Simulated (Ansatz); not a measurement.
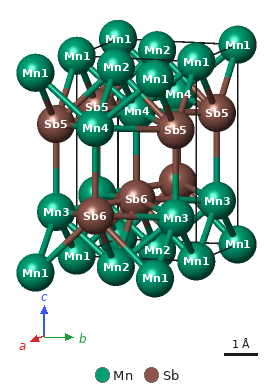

This is the input geometry for a relaxation of crystalline Mn$_{2}$Sb (set up in P4/nmm). Style: ball-and-stick. Shown: the cell of the calculation, repeated 2 × 1 × 1 with one cell outlined, slightly off an axis.

Level of theory: DFT PBEsol, scalar-relativistic, plane waves, PAW (Ansatz).

Input
```yaml
crystal:
  lattice:
    - [3.865533925, 0.0, 0.0]
    - [0.0, 3.865533925, 0.0]
    - [0.0, 0.0, 6.1684495844]
  atoms:
    - { symbol: Mn, position: [0.0, 0.0, 0.0], spin: -1.45 }
    - { symbol: Mn, position: [0.5, 0.5, 0.0], spin: -1.45 }
    - { symbol: Mn, position: [0.5, 0.0, 0.2611781665], spin: 3.26 }
    - { symbol: Mn, position: [0.0, 0.5, 0.7388218335], spin: 3.26 }
    - { symbol: Sb, position: [0.5, 0.0, 0.7006183859] }
    - { symbol: Sb, position: [0.0, 0.5, 0.2993816141] }
basis:
  ecutwfc: 420
kpoints:
  mp_grid: { grid: [10, 10, 6] }
hamiltonian:
  xc: pbesol
scf:
  occupations: { method: gaussian, width: 0.1 }
output:
  forces: true
  stress: true
  eigenvalues: true
  populations: true
magnetization:
  spin_polarized: true
relax:
  adjacent_minimum: "off"
  f_tol: 0.005
  max_steps: 80
  cell: { stress_tol: 0.05 }
```

Command:
```bash
ansatz run input.yaml --threads 1 --pin off --max-ram 2560MiB --backend cpu --events-out ev --progress --plain --runs-dir out
```

> Predict the outcome.

The largest moves relative to the cell, 0.031 Å, are those of Mn3 and Mn4. Mn3 goes along +c. By element the largest moves are Mn 0.031 Å, Sb 0.002 Å. The volume changes by +0.1 %, with a = b 3.866 → 3.854 Å (−0.3 %), c 6.168 → 6.208 Å (+0.6 %). Near-neighbour distances that change, for instance: Mn1–Mn3 2.516 → 2.539 Å, Mn3–Sb5 2.711 → 2.699 Å, Mn3–Sb6 2.743 → 2.733 Å, Mn1–Mn2 2.733 → 2.725 Å. The space group stays P4/nmm (No. 129). Over 3 accepted moves (4 points after the start) the energy falls by 2.9 meV per cell of the calculation. Largest force component: 0.078 eV/Å at the start, 0.0017 eV/Å at the end. The pressure goes from −0.02 to 0.01 GPa. At 1 point the geometry stayed and the basis and grid were re-selected for the new cell (energy shift of less than 0.05 meV per cell of the calculation at most each time). Cost: 8.4 min on 1 thread of Arm Neoverse V1 (shared host), peak memory 0.88 GiB.
